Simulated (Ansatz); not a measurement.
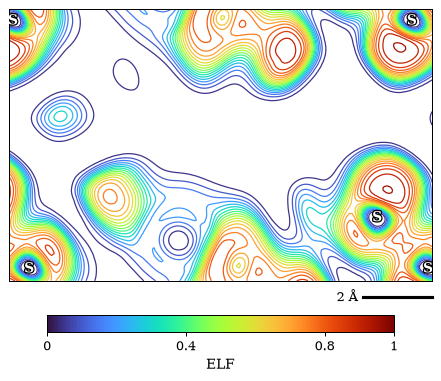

Figure 1: ZnS7. Electron localisation function on the (11̄0) plane of the conventional cell.

Space group P2; a generated structure, not necessarily the stable one; changed on purpose from its base cell (volume × 1.03, shape and atoms relaxed).

All numbers below come from DFT PBE, scalar-relativistic, plane waves, PAW (Ansatz 0.2.0).

In a PAW calculation such maps are meaningful between the atoms, not at the nuclei.

The calculation's input:

```
crystal:
  lattice:
    - [4.5526379328, 0.0, 0.0401893811]
    - [0.0, 5.4748582353, 0.0]
    - [-1.2916392192, 0.0, 11.5482958029]
  atoms:
    - { symbol: Zn, position: [0.0, 0.7741968038, 0.0] }
    - { symbol: S, position: [0.8834145036, 0.5444763465, 0.2646198434] }
    - { symbol: S, position: [0.1967772635, 0.7114845039, 0.3804572715] }
    - { symbol: S, position: [0.7037704772, 0.797906881, 0.1391318404] }
    - { symbol: S, position: [0.1165854964, 0.5444763465, 0.7353801566] }
    - { symbol: S, position: [0.8032227365, 0.7114845039, 0.6195427285] }
    - { symbol: S, position: [0.2962295228, 0.797906881, 0.8608681596] }
    - { symbol: S, position: [0.0, 0.9300677334, 0.5] }
basis:
  ecutwfc: 420
kpoints:
  mp_grid: { grid: [6, 6, 4] }
hamiltonian:
  xc: pbe
scf:
  occupations: { method: gaussian, width: 0.02 }
output:
  forces: true
  stress: true
  eigenvalues: true
  write_density: true
  write_potential: true
  elf: true
  volumetric_format: npy
relax:
  adjacent_minimum: "off"
  f_tol: 0.01
  max_steps: 30
  cell: { stress_tol: 0.1, fix: [volume] }
```

Launched as:

```sh
ansatz run input.yaml --threads 1 --pin off --max-ram 2560MiB --backend cpu --events-out ev --progress --plain --runs-dir out
```

Below, planes, directions and counts refer to the conventional cell (a = 4.55 Å, b = 5.54 Å, c = 11.50 Å, α = 90.00°, β = 95.90°, γ = 90.00°).

The fields are those of the run's last geometry, not of the input's.

**Read the bonding off the picture.**

The section cuts through S sites. Atoms just off the plane (Zn, 0.5 Å away and S, 0.6 Å away) can leave unmarked features too. S–S (2.08 Å): the ELF peaks at about 0.80 between the atoms, as expected for a shared electron pair. The ELF also peaks beside S, away from the bonds: lone-pair regions.

**Does the calculation make it a metal, or give it a gap?**

It is gapped, with a Kohn–Sham gap of 1.9 eV on the k-point mesh (the band edges may lie off the mesh, which would make the gap smaller).
